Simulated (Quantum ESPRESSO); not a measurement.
## A series of single points on TiC

System: TiC (2 atoms in the cell).
Method: Kohn-Sham DFT of a periodic cell, LDA, PseudoDojo 0.4.1 SR LDA standard, no spin polarisation (Quantum ESPRESSO 7.5).

The 7 runs differ only in the geometry, by an even scaling of the cell at fixed fractional positions. The structure derives from a Materials Project entry.

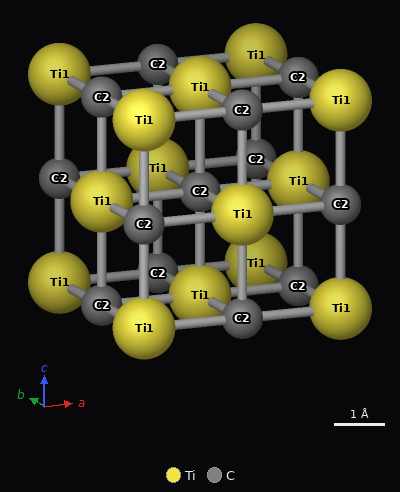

Figure 1. The structure of run 4 (ball-and-stick view of the cell 4 times as large as that of the calculation, set on its symmetry axes, seen slightly off an axis; atoms are numbered from 1 in the order of the input).

### Input of run 4
```
&CONTROL
  calculation = 'scf'
  prefix = 'pwscf'
  outdir = './tmp'
  pseudo_dir = './pseudo'
  tprnfor = .true.
  tstress = .true.
  disk_io = 'nowf'
/
&SYSTEM
  ibrav = 0
  nat = 2
  ntyp = 2
  ecutwfc = 84
  nbnd = 14
  occupations = 'smearing'
  smearing = 'fd'
  degauss = 0.00367493
/
&ELECTRONS
  conv_thr = 4d-10
  electron_maxstep = 120
  mixing_beta = 0.5
/
ATOMIC_SPECIES
Ti    47.8670 Ti.upf
C     12.0110 C.upf
CELL_PARAMETERS angstrom
   0.0000000000    2.1657188437    2.1657188437
   2.1657188437    0.0000000000    2.1657188437
   2.1657188437    2.1657188437    0.0000000000
ATOMIC_POSITIONS crystal
Ti     0.0000000000    0.0000000000    0.0000000000
C      0.5000000000    0.5000000000    0.5000000000
K_POINTS automatic
11 11 11 0 0 0
```

Command:
```bash
OMP_NUM_THREADS=1 pw.x -in pw.in > pw.out
```

Lattice vectors (Å) and fractional positions of run 4:
```
   0.000000    2.165719    2.165719
   2.165719    0.000000    2.165719
   2.165719    2.165719    0.000000
Ti  0.000000  0.000000  0.000000
C   0.500000  0.500000  0.500000
```

Run 3 differs from it as follows:
```diff
-   0.0000000000    2.1657188437    2.1657188437
-   2.1657188437    0.0000000000    2.1657188437
-   2.1657188437    2.1657188437    0.0000000000
+   0.0000000000    2.1511833799    2.1511833799
+   2.1511833799    0.0000000000    2.1511833799
+   2.1511833799    2.1511833799    0.0000000000
```

### Results, with one run withheld

```tsv
run	volume per atom (Å³)	free energy per atom, from the lowest run given (meV)	pressure (GPa)
1	9.548	1.37	4.10
2	9.752	0.00	−1.93
3	9.955	?	?
4	10.158	18.35	−12.26
5	10.361	36.69	−16.68
6	10.564	60.34	−20.64
7	10.767	88.76	−24.21
```

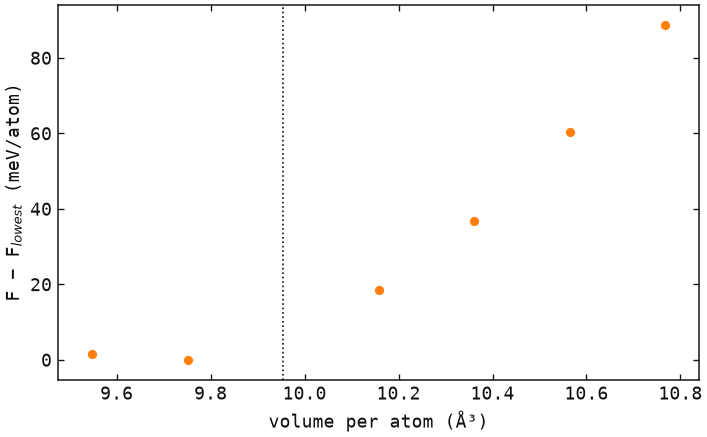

Figure 2. Free energy per atom of the runs given; the dotted line marks run 3.

Estimate the energy of run 3 from the others.

A cubic polynomial in V^(−2/3) (the Birch–Murnaghan form), fitted to the 6 runs given, misses them by under 0.01 meV per atom. With x = V^(−2/3) − 0.21295 Å⁻², it reads F = 19.763 − 5656 x + 3.9664e+05 x² + 8046.9 x³ (meV per atom). At run 3 it gives 5.91 meV per atom, and the run itself gives 5.90. The slope of the fit gives a pressure −dF/dV of −7.33 GPa there, and the run prints −7.37 GPa. The fit has its minimum at 9.686 Å³ per atom, where V d²F/dV² gives 283 GPa: the bulk modulus at this level, since symmetry fixes the shape and the positions.

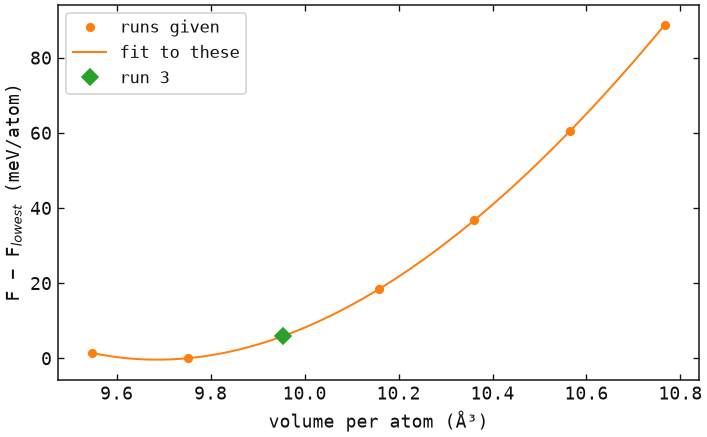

Figure 3. The fit and the withheld run.

### Some lines of the output (run 3)
```
[...]
     total energy              =    -130.70603894 Ry
     total energy              =    -130.89468649 Ry
     total energy              =    -130.89526404 Ry
     total energy              =    -130.89580640 Ry
     total energy              =    -130.89577679 Ry
     total energy              =    -130.89579614 Ry
     total energy              =    -130.89579660 Ry
     total energy              =    -130.89579663 Ry
     total energy              =    -130.89579662 Ry
     the Fermi energy is    14.8291 ev
!    total energy              =    -130.89579663 Ry
     The total energy is F=E-TS. E is the sum of the following terms:
     Computing stress (Cartesian axis) and pressure
          total   stress  (Ry/bohr**3)                   (kbar)     P=      -73.69
```
